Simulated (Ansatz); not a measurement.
Ge

```
Ge
1.0
     3.46944    0.00000    0.00000
     0.00000    3.46944    0.00000
     0.00000    0.00000    3.46944
Ge
2
Direct
  0.00000 0.00000 0.00000
  0.50000 0.50000 0.50000
```

Space group Im-3m; set up as Ge, bcc; a generated structure, not necessarily the stable one; changed on purpose from its base cell (volume × 1.08); computed pressure about −4 GPa in this cell.

Theory: Ansatz 0.2.0, DFT, PBE, plane waves (420 eV) with PAW, scalar-relativistic.

What can the converged valence pseudo-density and electron localisation function tell about the bonding?

Answer. Ge–Ge (3.00 Å): ρ is about 0.18 e/Å³ halfway; the ELF is about 0.40 at the midpoint.

Metal or insulator at this level of theory?

Answer. It is gapless in this calculation (a metal or semimetal).

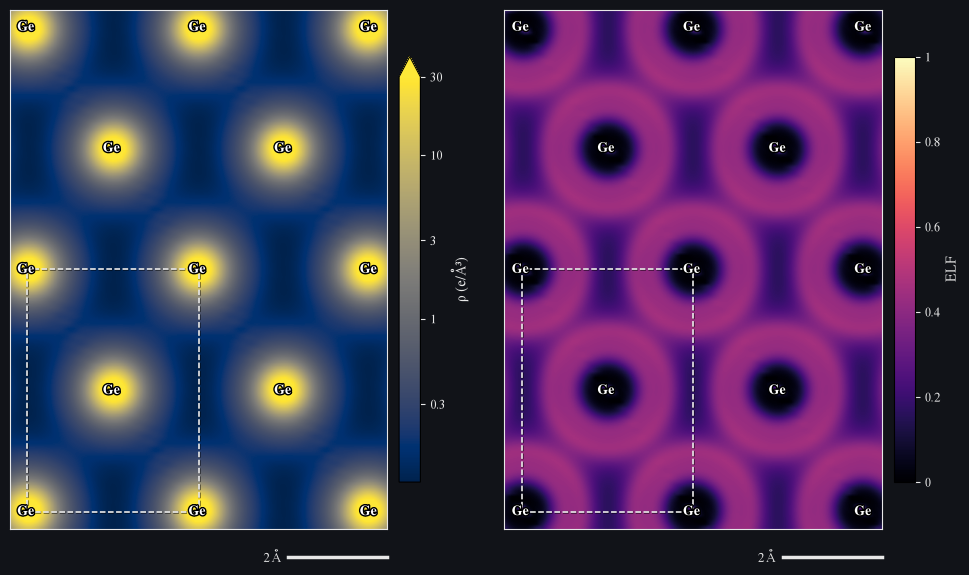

Computed valence pseudo-density and electron localisation function on the (101̄) plane of the conventional cell, in this order. 

The density is the valence pseudo-density of a PAW calculation; it isn't the true density close to the nuclei.
